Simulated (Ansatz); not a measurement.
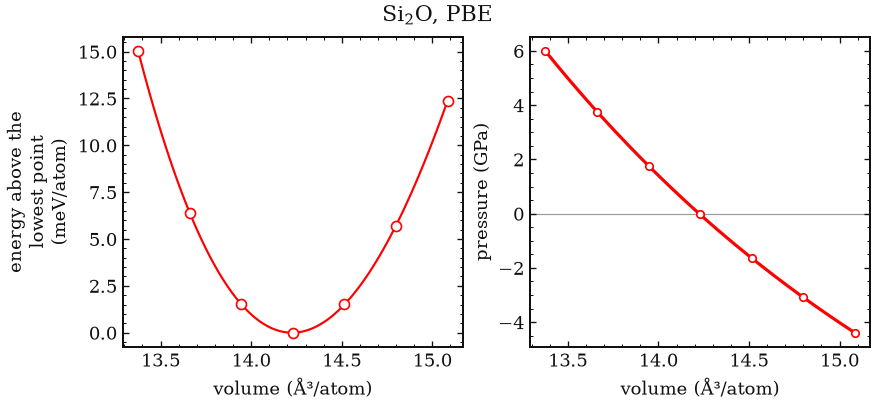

The figure shows the energy above the lowest point and pressure against volume for Si₂O, space group Fm-3m (No. 225) (one of a set of cubic test structures, which need not be the stable phase).

Computed with Ansatz 0.2.0 development build: equation of state of a cubic crystal from periodic Kohn-Sham density functional theory without spin, third-order Birch-Murnaghan fit to the free energies; pressure corrected for the finite basis. Level: PBE.

```tsv
setting	value
structure type	antifluorite
atoms in cell	3
space group number	225
lattice centring	face-centred primitive
k mesh	34×34×34
occupation method	Fermi–Dirac
occupation width	0.06123 eV
wave cutoff	420 eV
datasets	soft-1 PAW
density tolerance	1e-07 eV
bands	11
density cutoff ratio	4
search for lower states	default
```

### What equilibrium volume and bulk modulus follow from the curve?

A third-order Birch–Murnaghan fit gives V0 = 14.23 Å³/atom, B0 = 85.1 GPa and B′ = 4.4.

### What does the pressure do across the range?

It falls from 6.0 GPa at volume 13.38 Å³/atom to −4.4 GPa at 15.08 Å³/atom, and changes sign near 14.23 Å³/atom.

Caveats: cubic model structure, not the ambient form.
